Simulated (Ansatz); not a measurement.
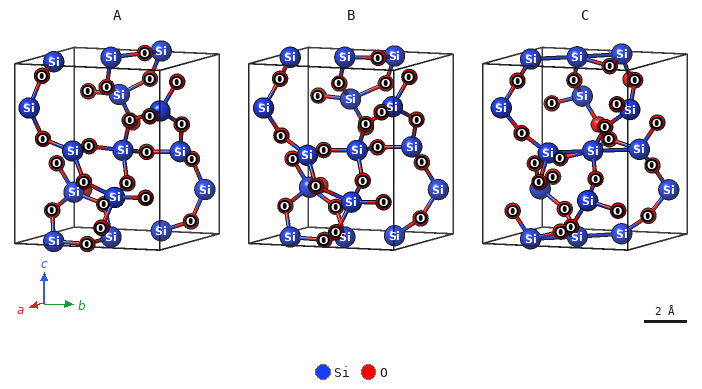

3 geometries from one relaxation of crystalline SiO₂ (set up in P4_12_12), in shuffled order. Style: ball-and-stick. Shown: the cell of the calculation, slightly off an axis.

The calculation used DFT, PBE, plane-wave PAW, default files, scalar-relativistic in Ansatz. (plane-wave cutoff 420 eV; k-point mesh 5 × 5 × 4; occupations fermi dirac; smearing width 0.05 eV; no spin polarisation; atoms relaxed in a fixed cell; force threshold 0.02 eV/Å; at most 60 steps)

### Put them in the order of the run, from the start to the converged end.

C, B, A. They are steps 0, 3, 8, at +907 meV per atom, +140 meV per atom relative to the last. The largest moves, 0.65 Å, are those of O atoms. Largest moves by element: O 0.65 Å, Si 0.45 Å. The lattice vectors keep their values. Among the contacts that change: O–Si 2.483 → 1.645 Å, Si–Si 2.358 → 2.814 Å, O–Si 1.573 → 1.657 Å, O–Si 1.614 → 1.674 Å. New bonds form: O–Si (2.48 → 1.64 Å). Among the angles between lasting bonds that change: O–Si–O 131.8° → 94.6°, Si–O–Si 155.3° → 126.0°, O–Si–O 107.0° → 134.6°. The space group stays P4_12_12 (No. 92). After 7 accepted moves (8 points after the start) the energy has fallen by 907 meV per atom. Largest force component: 4.2 eV/Å at the start, 0.0094 eV/Å at the end. 1 step only repeated the SCF at the same geometry.
